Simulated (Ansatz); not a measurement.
Consider AlCu3.

```xyz
4
Lattice="3.5577 0.0000 0.0000 0.0000 3.5577 0.0000 0.0000 0.0000 3.5577" Properties=species:S:1:pos:R:3 pbc="T T T"
Al    0.0000    0.0000    0.0000
Cu    1.7789    1.7789    0.0000
Cu    1.7789    0.0000    1.7789
Cu    0.0000    1.7789    1.7789
```

Space group Pm-3m; a structure from a database of computed crystals, not necessarily the ambient phase; changed on purpose from its base cell (volume × 0.94); computed pressure about 11 GPa in this cell; computed without spin polarisation.

These are results of DFT PBEsol, scalar-relativistic, plane waves, PAW in Ansatz 0.2.0, not measurements.

### What will maps of the valence pseudo-density and electron localisation function show?

Al–Cu (2.52 Å): ρ at the midpoint is about 0.29 e/Å³; the ELF is about 0.40 at the midpoint.

### Metal or insulator at this level of theory?

It is metallic or semimetallic at this level of theory: no gap opens.

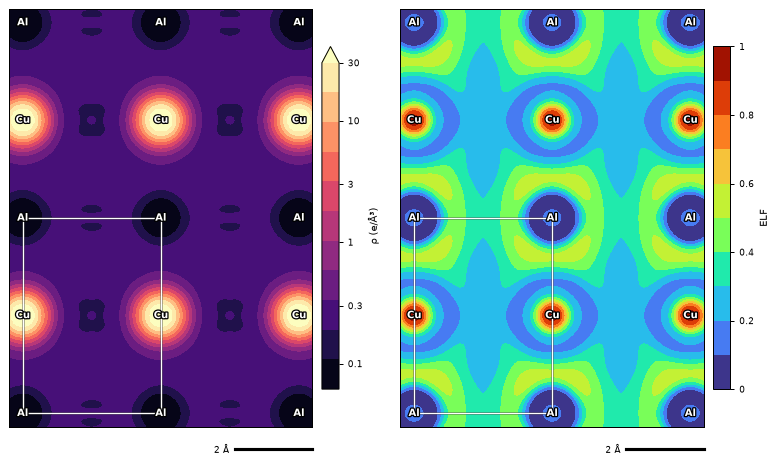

Computed valence pseudo-density and electron localisation function on the (110) plane of the conventional cell, in this order. 

In a PAW calculation such maps are meaningful between the atoms, not at the nuclei.
